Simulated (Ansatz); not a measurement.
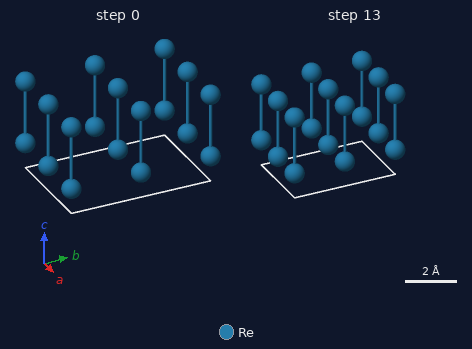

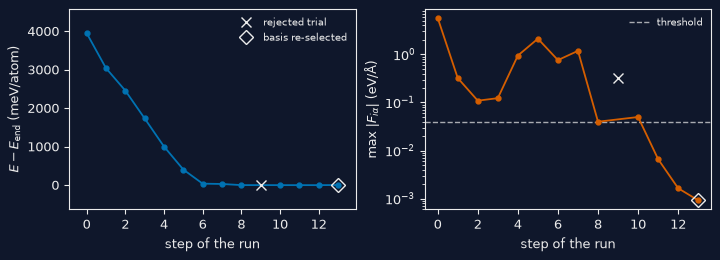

First and last geometry of a relaxation of a free-standing layer of Re (a generated structure, set up in P6/mmm) (coarse preliminary run), with the history of the run. A ball-and-stick model of the 2 × 2 repeat of the cell, outlined in the plane, without the vacuum, seen slightly off an axis.

Method: DFT PBE, scalar-relativistic, plane waves, PAW in Ansatz.

Input file:
```yaml
crystal:
  lattice:
    - [3.798039, 0.0, 0.0]
    - [-1.89902, 3.289199, 0.0]
    - [0.0, 0.0, 17.0]
  atoms:
    - { symbol: Re, position: [0.0, 0.0, 0.57349555] }
    - { symbol: Re, position: [0.0, 0.0, 0.42650445] }
  periodic: [true, true, false]
basis:
  ecutwfc: 420
kpoints:
  mp_grid: { grid: [6, 6, 1] }
hamiltonian:
  xc: pbe
scf:
  occupations: { method: gaussian, width: 0.1 }
  lower_state_search: "off"
output:
  forces: true
  stress: true
  eigenvalues: true
relax:
  adjacent_minimum: "off"
  f_tol: 0.04
  max_steps: 70
  cell: { stress_2d_tol: 0.16 }
```

Run as
```bash
ansatz run input.yaml --threads 1 --pin off --max-ram 2048MiB --backend cpu --events-out ev --progress --plain --runs-dir out
```

Question: Read the history and describe the run.

Answer: It converged. Over 11 accepted moves (13 points after the start) the energy falls by 3951 meV per atom. The largest force component goes from 5.8 to 0.00092 eV/Å. The line search rejected the trial step at point 9 of the run. At 1 point the geometry stayed and the basis and grid were re-selected for the new cell (energy shift of 2.9 meV per atom at most each time). The largest moves relative to the cell and the layer's centre, 0.12 Å, are those of Re1 and Re2. Re1 goes along the normal (−c). In the plane the drawn cell goes a 7.596 → 5.487 Å (−27.8 %), b 7.596 → 5.487 Å (−27.8 %). Some distances before and after: Re1–Re1 3.798 → 2.744 Å, Re1–Re2 2.499 → 2.265 Å. The program noted that it reset the height of the cell.
